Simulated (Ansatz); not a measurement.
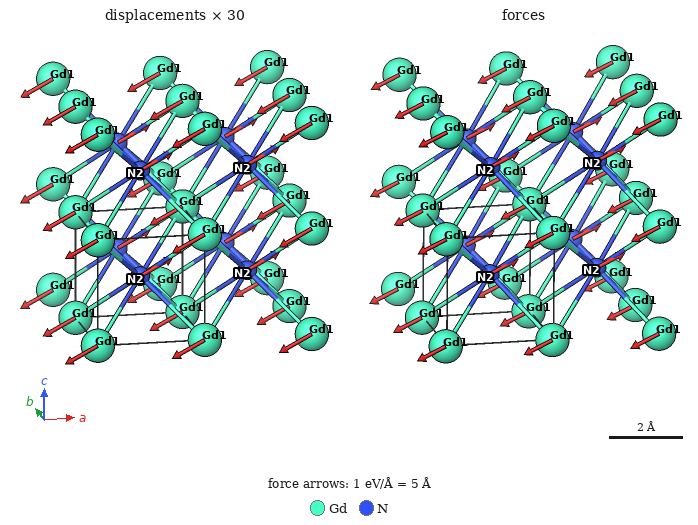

Left: a crystal of GdN (built on the CsCl type), with red arrows for the displacements applied to it (without the part that the change of the cell carries along). Right: the displaced structure with the computed forces. Besides, the cell is strained by +1.9 % roughly along [1 −3 0], +1.6 % along [1 0 3], −1.3 % roughly along [2 1 −1] (volume +2.2 %). A ball-and-stick model of the cell of the calculation, repeated 2 × 2 × 2 with one cell outlined, seen slightly off an axis.

These are results of Ansatz, DFT r2SCAN, scalar-relativistic, plane waves, PAW, not measurements. Set-up: plane-wave cutoff 500 eV; k-point mesh 12 × 12 × 12; occupations gaussian; smearing width 0.05 eV; collinear spin.

Where do the forces point?

Answer. Atoms are displaced by 0.04 Å relative to the cell: Gd1 0.04 Å along [−2 0 −1], N2 0.04 Å along [2 0 1]. No relaxation follows. The energy rises by 1.6 meV per atom. Pressure: 0.1 GPa before, −3.1 GPa after. The principal stresses (compression positive) are 2.7 GPa roughly along a, −5.2 GPa along [0 2 3], −6.7 GPa along [1 3 −2]. The largest forces, 0.18 eV/Å, act on Gd1 and N2; on N2 it points along [2 0 1]. The forces point along the displacements, not back (a soft direction, or forces left over where the reference was relaxed at another level) (cosine 1.00). The absolute magnetisation per cell goes from 7.22 to 7.24 μB (net moment 7.00 and 7.00 μB). Near-neighbour distances before and after: Gd–N 2.614 → 2.581 to 2.716 Å. The space group (tolerance 0.01 Å) goes from Pm-3m (No. 221) to P1 (No. 1).
